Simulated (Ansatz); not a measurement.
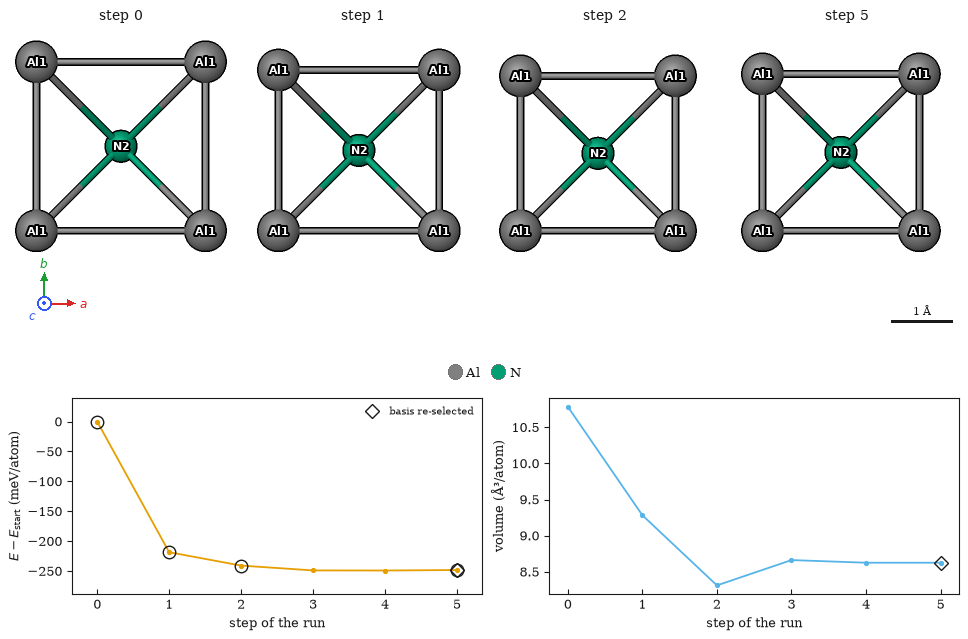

Frames of a relaxation of crystalline AlN (built on the caesium chloride_221 type) (coarse preliminary run), marked on the history of the run. Style: ball-and-stick. Shown: the cell of the calculation, along the c axis.

Case: caesium chloride type (Pm-3m, No. 221).

The calculation used DFT r2SCAN, scalar-relativistic, plane waves, PAW in Ansatz 0.2.0.

Input file:
```yaml
crystal:
  lattice:
    - [2.7836137326, 0.0, 0.0]
    - [0.0, 2.7836137326, 0.0]
    - [0.0, 0.0, 2.7836137326]
  atoms:
    - { symbol: Al, position: [0.0, 0.0, 0.0] }
    - { symbol: "N", position: [0.5, 0.5, 0.5] }
basis:
  ecutwfc: 500
kpoints:
  mp_grid: { grid: [6, 6, 6] }
hamiltonian:
  xc: r2scan
scf:
  occupations: { method: gaussian, width: 0.1 }
  lower_state_search: "off"
output:
  forces: true
  stress: true
  eigenvalues: true
relax:
  adjacent_minimum: "off"
  f_tol: 0.04
  max_steps: 70
  cell: { stress_tol: 0.4 }
```

Command:
```bash
ansatz run input.yaml --threads 1 --pin off --max-ram 3072MiB --backend cpu --events-out ev --progress --plain --runs-dir out
```

Q: Describe the path.

A: Over 4 accepted moves (5 points after the start) the energy falls by 248 meV per atom. All forces vanish by symmetry, so only the cell relaxes. The pressure goes from −30.42 to 0.02 GPa. The SCF was repeated once at an unchanged geometry on a basis and grid sized afresh for the cell, which shifted the energy by 0.8 meV per atom at most. No atom moves by more than 0.005 Å relative to the cell. The drawn cell changes as follows: a = b = c 2.784 → 2.584 Å (−7.2 %); the volume changes by −20.0 %. Near-neighbour distances that change, for instance: Al1–Al1 2.784 → 2.584 Å, Al1–N2 2.411 → 2.238 Å. The space group stays Pm-3m (No. 221). From step 0 to 1: volume −13.9 %, energy −218 meV per atom. From step 1 to 2: volume −10.5 %, energy −22.4 meV per atom. From step 2 to 5: volume +3.8 %, energy −7.4 meV per atom.

```tsv
step	E − E(0), meV/atom	pressure, GPa	volume, Å³/atom	note
0	0.00	-30.42	10.784	
1	-218.48	-13.91	9.283	
2	-240.85	8.76	8.312	
3	-248.94	-0.93	8.662	
4	-249.06	-0.01	8.625	
5	-248.27	0.02	8.625	same geometry, new basis
```

Limits of the set-up: the k-point mesh is coarse for a cell with partly filled bands.
